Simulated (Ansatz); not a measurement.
## In: a changed input and its effect

System: In (1 atom in the cell).
Method of run A: DFT, PBE, plane waves, PAW, no spin polarisation (Ansatz 0.2.0).

The structure derives from an entry of the Crystallography Open Database. Text and figures count atoms from 1; the logs count them from 0 in places.

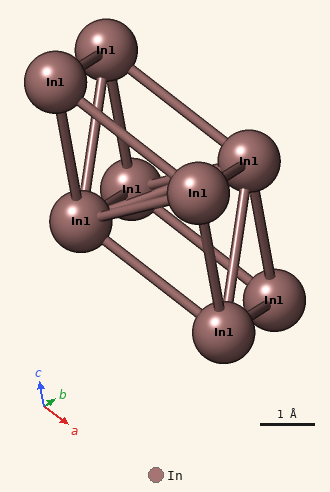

**Figure 1.** The structure (ball-and-stick view of the cell of the calculation, seen slightly off an axis; atoms are numbered from 1 in the order of the input). An atom can appear more than once, as a periodic image.

### Input file, run A
```yaml
crystal:
  lattice:
    - [-1.6950972355, 1.6950972355, 2.3922503915]
    - [1.6950972355, -1.6950972355, 2.3922503915]
    - [1.6950972355, 1.6950972355, -2.3922503915]
  atoms:
    - { symbol: In, position: [0.0, 0.0, 0.0] }
basis:
  ecutwfc: 420
kpoints:
  mp_grid: { grid: [18, 18, 18] }
hamiltonian:
  xc: pbe
scf:
  occupations: { method: gaussian, width: 0.1 }
  mixing: { algorithm: broyden, beta: 0.9, ndim: 2 }
output:
  forces: true
  eigenvalues: true
  stress: true
```

Command:
```bash
ansatz run input.yaml --threads 1 --pin off --max-ram 2560MiB --backend cpu --events-out ev --progress --plain --runs-dir out
```

Hardware: 1 thread of Arm Neoverse V1, 24 GiB of memory available, shared host.

### Output, shortened to warnings, some set-up lines, iterations and results (run A)
```
Basis set: ecut = 420 eV, 535 PW (Γ), exchange–correlation on 48×48×48 points (8 copies of the dense FFT grid, shifted against one another)
Symmetry: 16 space group operations
k-points: 480 of 5832
Initial density: superposition of atomic densities (neutral atoms: chi_scale 0, normalization atom), corrected by the library's trained network
[...]
SCF iter   1: F=—  HF=-5597.848451 eV  |F-HF|=—  |Δ(HF+E_count)|=         —  Δρ=1.11e-3  dr2=2.01e-4  ethr=1.77e-3  ⟨swp⟩=5.0  Hψ=31002  notcnv=0
SCF iter   2: F=—  HF=-5597.848031 eV  |F-HF|=—  |Δ(HF+E_count)|=   4.20e-4  Δρ=3.19e-4  dr2=3.76e-5  ethr=1.55e-6  ⟨swp⟩=2.0  Hψ=11799  notcnv=0  κ⁻¹=1.0e0(r=1)
SCF iter   3: F=—  HF=-5597.848033 eV  |F-HF|=—  |Δ(HF+E_count)|=   1.89e-6  Δρ=1.59e-4  dr2=4.71e-6  ethr=2.89e-7  ⟨swp⟩=2.2  Hψ=8158  notcnv=0  κ⁻¹=2.3e-1(r=2)
SCF iter   4: F=—  HF=-5597.848032 eV  |F-HF|=—  |Δ(HF+E_count)|=   9.06e-7  Δρ=3.34e-5  dr2=3.09e-7  ethr=3.62e-8  ⟨swp⟩=2.0  Hψ=7516  notcnv=0  κ⁻¹=1.6e-1(r=2)
SCF iter   5: F=-5597.848032 eV  HF=-5597.848032 eV  |F-HF|=5.51e-9  |Δ(HF+E_count)|=   1.27e-7  Δρ=1.81e-5  dr2=7.04e-8  ethr=7.69e-10  ⟨swp⟩=6.3  Hψ=23136  notcnv=0
SCF 1 converged in 5 iterations: F = -5597.848032 eV  dr2 = 7.04e-8
SCF converged after 5 iterations
Stability not checked: this state was not tested for a lower state beside it, because the mixer in use, unlike msr1, does not test its closes by its own steps (another_mixer; see scf.mixing.algorithm and scf.lower_state_search)
Free energy (F): -5597.848032 eV
Harris-Foulkes:  -5597.848032 eV  (|F-HF|=5.51e-9)
Internal energy: -5597.845693 eV  (E = F + TS)
E sigma→0 (E₀):  -5597.846862 eV
Entropy (-TS):   -0.002339 eV (-2.339 meV/atom)
Fermi energy:    9.575404 eV
--- Per-component energies (eV) ---
  E_band       = -31.555943
  E_kinetic    = 240.829719
  E_local      = -1105.042514  (includes V_loc(G=0)·N_el)
  E_nonlocal   = 366.029757
  E_hartree    = 432.528280
  E_xc         = -215.810739
  E_vxc        = -99.706549  (∫ρ·V_xc dr)
  E_paw        = -4151.996461  (= ΣΔE_a)
  E_vpaw       = -298.729982  (= ΣTr[D̂ρ^β])
  E_aug_tail   = 0.000025  (compensation charges beyond the density's cutoff)
  E_ewald      = -1164.383760
  E_smearing   = -0.002339  (= −TS)
  E_closure    = -0.000000  (closes the sum)
  Σ components = -5597.848032   (vs F -5597.848032, Δ=0.00e0)
--- Forces (eV/Å), atoms counted from 1 ---
  atom   1  In     0.00000000     0.00000000     0.00000000
  max |Σ_I F_I| component: 4.93e-32 eV/Å
--- Stress (GPa, compression-positive) ---
       -0.028504       0.000000      -0.000000
        0.000000      -0.028504       0.000000
        0.000000      -0.000000      -0.001106
  P = ⅓ Tr σ = -0.0194 GPa (-0.194 kbar)
```

The input of run B differs as follows (lines with − go, lines with + come):
```diff
-    - [-1.6950972355, 1.6950972355, 2.3922503915]
-    - [1.6950972355, -1.6950972355, 2.3922503915]
-    - [1.6950972355, 1.6950972355, -2.3922503915]
+    - [-1.7283428766, 1.7283428766, 2.4391691736]
+    - [1.7283428766, -1.7283428766, 2.4391691736]
+    - [1.7283428766, 1.7283428766, -2.4391691736]
-  mixing: { algorithm: broyden, beta: 0.9, ndim: 2 }
+  eigensolver: { kind: davidson }
```

Predict how the results change.

With the same functional and potentials, run B lies 10.1 meV per atom higher. The pressure goes from −0.02 to −1.82 GPa. The volume per atom goes from 27.50 to 29.14 Å³. The cell is scaled evenly with the atoms at fixed fractional positions, so −ΔP/Δ ln V estimates the bulk modulus midway between the two volumes: about 31 GPa. The SCF takes 6 iterations against 5. The plane waves at Γ go from 535 to 537. On the same kind of shared host run B took about 1.5 times as long.

### Output, shortened to warnings, some set-up lines, iterations and results (run B)
```
Basis set: ecut = 420 eV, 537 PW (Γ), exchange–correlation on 48×48×48 points (8 copies of the dense FFT grid, shifted against one another)
Symmetry: 16 space group operations
k-points: 480 of 5832
Initial density: superposition of atomic densities (neutral atoms: chi_scale 0, normalization atom), corrected by the library's trained network
[...]
SCF iter   1: F=—  HF=-5597.837621 eV  |F-HF|=—  |Δ(HF+E_count)|=         —  Δρ=9.40e-4  dr2=1.57e-4  ethr=1.77e-3  ⟨swp⟩=9.5  Hψ=25008  notcnv=2
SCF iter   2: F=—  HF=-5597.837954 eV  |F-HF|=—  |Δ(HF+E_count)|=   3.33e-4  Δρ=6.55e-4  dr2=7.41e-5  ethr=1.21e-6  ⟨swp⟩=4.5  Hψ=15373  notcnv=0  defer=24
SCF iter   3: F=—  HF=-5597.837974 eV  |F-HF|=—  |Δ(HF+E_count)|=   2.07e-5  Δρ=1.20e-4  dr2=4.01e-6  ethr=3.80e-8  ⟨swp⟩=2.7  Hψ=17401  notcnv=0  defer=12
SCF iter   4: F=—  HF=-5597.837973 eV  |F-HF|=—  |Δ(HF+E_count)|=   1.07e-6  Δρ=2.67e-5  dr2=1.39e-7  ethr=3.08e-8  ⟨swp⟩=3.0  Hψ=11109  notcnv=0  defer=10
SCF iter   5: F=-5597.837973 eV  HF=-5597.837973 eV  |F-HF|=9.82e-11  |Δ(HF+E_count)|=   7.46e-8  Δρ=6.85e-6  dr2=9.17e-9  ethr=1.07e-9  ⟨swp⟩=4.0  Hψ=12219  notcnv=0  defer=5
SCF iter   6: F=-5597.837973 eV  HF=-5597.837973 eV  |F-HF|=3.55e-11  |Δ(HF+E_count)|=   4.20e-9  Δρ=1.01e-6  dr2=1.86e-10  ethr=7.06e-11  ⟨swp⟩=3.3  Hψ=11620  notcnv=0  …
SCF 1 converged in 6 iterations: F = -5597.837973 eV  dr2 = 1.86e-10
  Residual-converged pass: ⟨swp⟩=2.8  Hψ=8840  notcnv=0  max |occ|·‖R‖ = 6.7e-6 eV (tolerance 6.7e-6 eV)  dr2=1.77e-10  dr2_onsite=2.23e-11  max |Δocc| = 1.9e-9
SCF converged after 6 iterations
Free energy (F): -5597.837973 eV
Harris-Foulkes:  -5597.837973 eV  (|F-HF|=3.55e-11)
Internal energy: -5597.835573 eV  (E = F + TS)
E sigma→0 (E₀):  -5597.836773 eV
Entropy (-TS):   -0.002400 eV (-2.400 meV/atom)
Fermi energy:    8.813347 eV
--- Per-component energies (eV) ---
  E_band       = -40.751952
  E_kinetic    = 240.207160
  E_local      = -1140.180895  (includes V_loc(G=0)·N_el)
  E_nonlocal   = 365.992452
  E_hartree    = 445.530419
  E_xc         = -215.528768
  E_vxc        = -99.304451  (∫ρ·V_xc dr)
  E_paw        = -4151.869780  (= ΣΔE_a)
  E_vpaw       = -298.526740  (= ΣTr[D̂ρ^β])
  E_aug_tail   = 0.000026  (compensation charges beyond the density's cutoff)
  E_ewald      = -1141.986188
  E_smearing   = -0.002400  (= −TS)
  E_closure    = 0.000000  (closes the sum)
  Σ components = -5597.837973   (vs F -5597.837973, Δ=0.00e0)
--- Forces (eV/Å), atoms counted from 1 ---
  atom   1  In     0.00000000     0.00000000     0.00000000
  max |Σ_I F_I| component: 9.86e-32 eV/Å
--- Stress (GPa, compression-positive) ---
       -1.834131       0.000000       0.000000
        0.000000      -1.834131       0.000000
        0.000000       0.000000      -1.804816
  P = ⅓ Tr σ = -1.8244 GPa (-18.244 kbar)
```

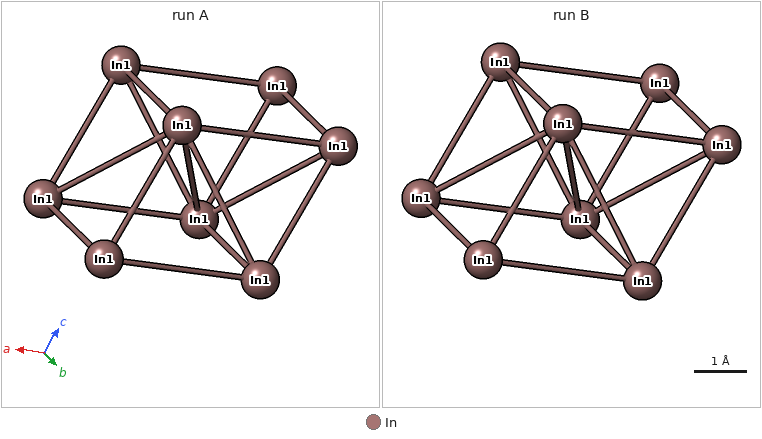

**Figure 2.** The two input geometries at one scale (ball-and-stick view of the cell of the calculation, seen at an oblique angle). The atoms keep their places relative to the cell (all moves are under 0.005 Å). The drawn cell changes as follows: a = b = c 3.387 → 3.453 Å (+2.0 %); the volume changes by +6.0 %. Among the contacts that change: In1–In1 3.390 → 3.457 Å.

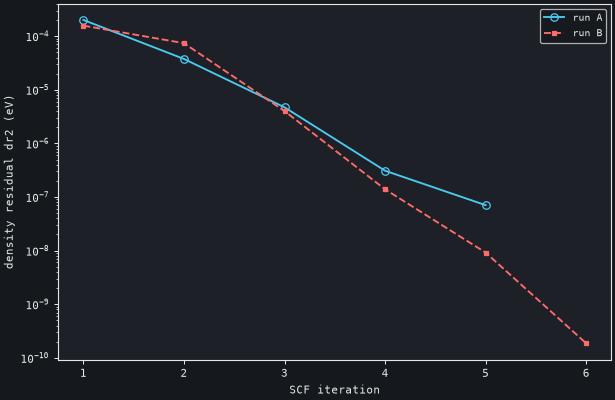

**Figure 3.** Convergence of the two runs: density residual dr2 against the SCF iteration. Run A takes 5 iterations in all, and run B takes 6.

### The two runs side by side

| quantity | run A | run B |
| --- | --- | --- |
| outcome | converged | converged |
| free energy per atom (eV) | −5597.8480 | −5597.8380 |
| energy per atom, smearing taken to zero (eV) | −5597.8469 | −5597.8368 |
| gap on the mesh (eV) | 0.00 | 0.00 |
| pressure (GPa) | −0.02 | −1.82 |
| volume per atom (Å³) | 27.50 | 29.14 |
| largest force (eV/Å) | 0.000 | 0.000 |
| SCF iterations | 5 | 6 |
| irreducible k-points | 480 | 480 |
| plane waves at Γ | 535 | 537 |
| wall time (shared host) | 7 s | 11 s |
